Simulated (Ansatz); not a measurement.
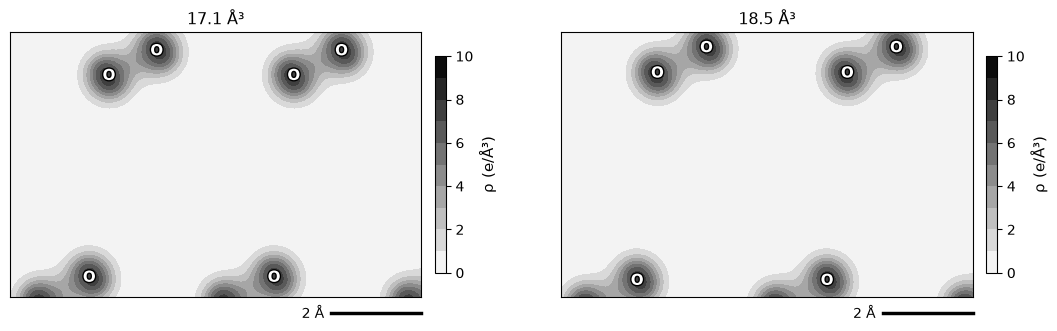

O. The valence charge density (pseudo) of cells scaled evenly to different volumes (given per atom above each panel), on the (101̄) plane of each (indices in the axes of the cell below), at one length scale and on one colour scale.

A structure from a database of computed crystals, not necessarily the ambient phase.

The calculation used Kohn-Sham DFT of a periodic cell, PBE, Ansatz PAW in Ansatz.

In a PAW calculation such maps are meaningful between the atoms, not at the nuclei.

The largest cell:

```xyz
2
Lattice="1.6860 0.9734 3.7567 -1.6860 0.9734 3.7567 0.0000 -1.9469 3.7567" Properties=species:S:1:pos:R:3 pbc="T T T"
O     0.0000    0.0000    0.6155
O     0.0000    0.0000   10.6547
```

| volume (Å³/atom) | O–O contact in the plane (Å) | ρ at its midpoint (e/Å³) | pressure (GPa) | 
| --- | --- | --- | --- |
| 17.05 | 1.198 | 3.787 | 0.1 | 
| 18.13 | 1.223 | ? | ? | 
| 18.50 | 1.231 | 3.467 | −3.8 | 

> What values belong in the row with question marks?

Over the known rows ln ρ falls by 2.68 per Å of O–O distance (the line through the two), which gives 3.542 e/Å³ at 1.223 Å; the calculation gives 3.541 e/Å³. For the pressure, a straight line in volume between the neighbouring rows gives −2.8 GPa; the calculation gives −3.0.
